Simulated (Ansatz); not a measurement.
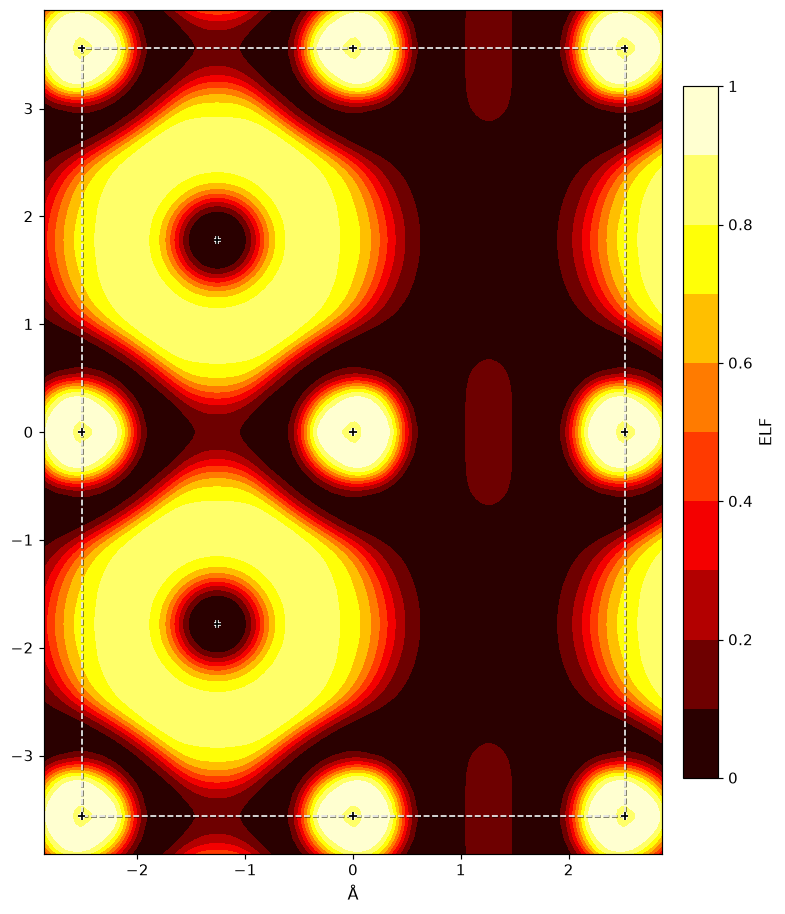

The ELF on a plane through atoms (crosses mark nuclei in the plane).

The calculation used Ansatz, DFT LDA, scalar-relativistic, plane waves, PAW.

Candidates:
A. Li2S, a = 5.03 Å, b = 5.03 Å, c = 5.03 Å, α = 90.00°, β = 90.00°, γ = 90.00°. Space group Fm-3m; computed pressure about 25 GPa in this cell.
B. KBr, a = 6.37 Å, b = 6.37 Å, c = 6.37 Å, α = 90.00°, β = 90.00°, γ = 90.00°. Space group Fm-3m.

### Which candidate gave the map?

Candidate A: Li2S on the (110) plane of the conventional cell, which holds Li and S. Li–S (2.18 Å): the ELF peaks at about 0.85 in the valence shell of S, 0.8 Å from its nucleus, and falls to about 0.05 next to Li (an ionic contact with no shared pair).
